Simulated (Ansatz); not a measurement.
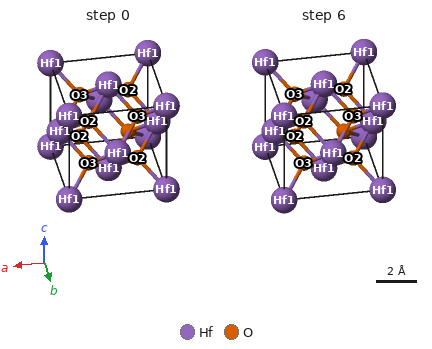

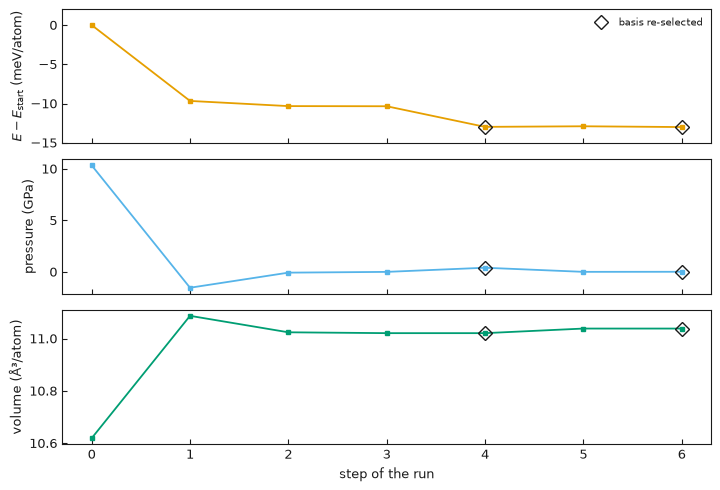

First and last geometry of a relaxation of crystalline HfO₂ (built on the cubic fluorite host type), with the history of the run. The picture is a ball-and-stick view of the conventional cell (4 times the calculation's cell), seen from a free direction. Lengths and directions refer to the drawn axes.

Level of theory: DFT, PBE, plane waves, PAW in Ansatz 0.2.0. Settings: plane-wave cutoff 420 eV; k-point mesh 8 × 8 × 8; occupations fermi dirac; smearing width 0.02 eV; no spin polarisation; cell and atoms relaxed; force threshold 0.005 eV/Å.

Question: Did the run converge, and what did it change?

Answer: It converged. After 4 accepted moves (6 points after the start) the energy has fallen by 13.0 meV per atom. All forces vanish by symmetry, so only the cell relaxes. The pressure goes from 10.34 to 0.01 GPa. The SCF was repeated twice at an unchanged geometry on a basis and grid sized afresh for the cell, which shifted the energy by 2.6 meV per atom at most. No atom moves by more than 0.005 Å relative to the cell. The drawn cell changes as follows: a = b = c 5.032 → 5.098 Å (+1.3 %); the volume changes by +3.9 %. Some distances before and after: Hf1–O2 2.179 → 2.207 Å. The space group stays Fm-3m (No. 225).

```
step  E − E(0), meV/atom  pressure, GPa  volume, Å³/atom                      note
   0                0.00          10.34           10.619                          
   1               -9.67          -1.54           11.087                          
   2              -10.33          -0.08           11.024                          
   3              -10.35           0.00           11.021                          
   4              -12.98           0.40           11.021  same geometry, new basis
   5              -12.90           0.00           11.038                          
   6              -13.00           0.01           11.038  same geometry, new basis
```
